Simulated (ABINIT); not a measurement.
**BN (F-43m): refractive index against wavelength**

The refractive index of BN (F-43m) below the direct gap (8.88 eV on the mesh) is read from one computed spectrum, n = √(Re ε).

Cell: a, b, c = 2.556, 2.556, 2.556 Å (primitive vectors), 2 atoms.

Method: ABINIT 10.8.3, PBE, independent particles, k-mesh 16×16×16, Lorentzian half width 0.05 eV.

Launch of the response step: `optic optic.abi`. The run took 16 s, its band step included, on 4 threads of Arm Neoverse V2 (shared host).

| wavelength (nm) | photon energy E (eV) | n |
| --- | --- | --- |
| 532 | 2.331 | 2.1752 |
| 450 | 2.755 | 2.1879 |
| 405 | 3.061 | 2.1986 |
| 365 | 3.397 | 2.2120 |
| 308 | 4.025 | 2.2424 |
| 266 | 4.661 | ? |
| 248 | 4.999 | 2.3054 |

In the single-oscillator model n² − 1 = E₀E_d/(E₀² − E²), so 1/(n² − 1) = E₀/E_d − E²/(E₀E_d) is linear in E².

Working, on the rows shown:

| x = E² (eV²) | y = 1/(n² − 1) |
| --- | --- |
| 5.43137 | 0.267989 |
| 7.59115 | 0.264068 |
| 9.37179 | 0.260835 |
| 11.5384 | 0.256875 |
| 16.2043 | 0.24824 |
| 24.9936 | 0.231757 |

Means: x̄ = 12.522, ȳ = 0.25496. Σ(x − x̄)(y − ȳ) = -0.4718, Σ(x − x̄)² = 254.6. Slope = -0.4718 / 254.6 = -0.001853; intercept = ȳ − slope · x̄ = 0.27817. Turned back into n, the line misses the rows shown by at most 0.00038.

Question: Fill in the last column of the withheld row.

Answer: At x = 21.725 the line gives y = 0.2379, that is 2.2811. The run gave 2.2810, so the interpolation is off by 9.2e-05, 0.1 % of the range in the table.

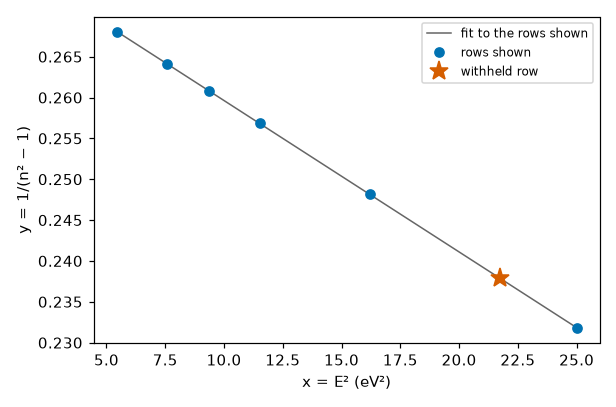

Refitted with all rows, the slope is -0.001853 and the intercept 0.27816. These give E₀ = √(intercept/−slope) = 12.25 eV and E_d = E₀/intercept = 44.1 eV; E₀ is 1.4 times the direct gap. The electronic limit at long wavelengths, without lattice vibrations, is n = √(1 + 1/intercept) = 2.144. Excitons are left out and so are local fields; PBE gaps are as a rule too small. The values come from a sum over the points of one k-mesh and carry its error, which grows as the direct gap shrinks.
